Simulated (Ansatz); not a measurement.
**Zr16O31: single-point calculation (part 3 of 3)**

Continued. System: Zr16O31 (defect cell, 47 atoms in the cell). Method: DFT PBE, scalar-relativistic, plane waves, PAW, spin-polarised (Ansatz 0.2.0); cutoff 420 eV, 2×2×2 k-mesh, Gaussian smearing of 0.05 eV, collinear spins. The structure derives from an entry of the Crystallography Open Database.

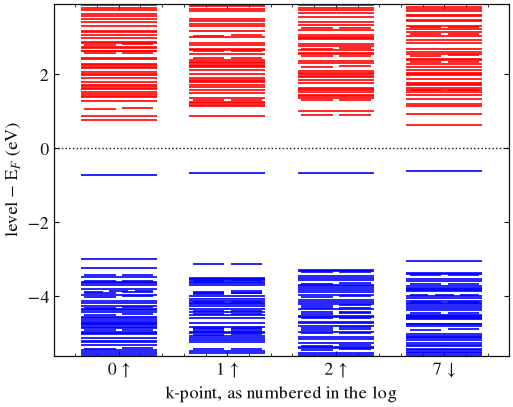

Figure 1. Kohn–Sham levels near the Fermi level (dotted) at the few k-points that the log prints; levels within 0.02 eV of each other stand side by side. Among these points the highest filled and lowest empty levels are 1.25 eV apart, which is the gap on the mesh.

## Key numbers

```tsv
quantity	value
outcome	converged
electrons treated	378
free energy	−84613.4637 eV
Fermi energy	13.326 eV
gap on the k-point mesh	1.24 eV
net moment of the cell	0.00 μB
integrated absolute moment	0.00 μB
largest force (length of the vector)	0.019 eV/Å
wall time	3.3 min (CPU time 13 min)
peak memory	3.7 GiB
```

## Notes

Warnings of the run: some starting moments were not kept.
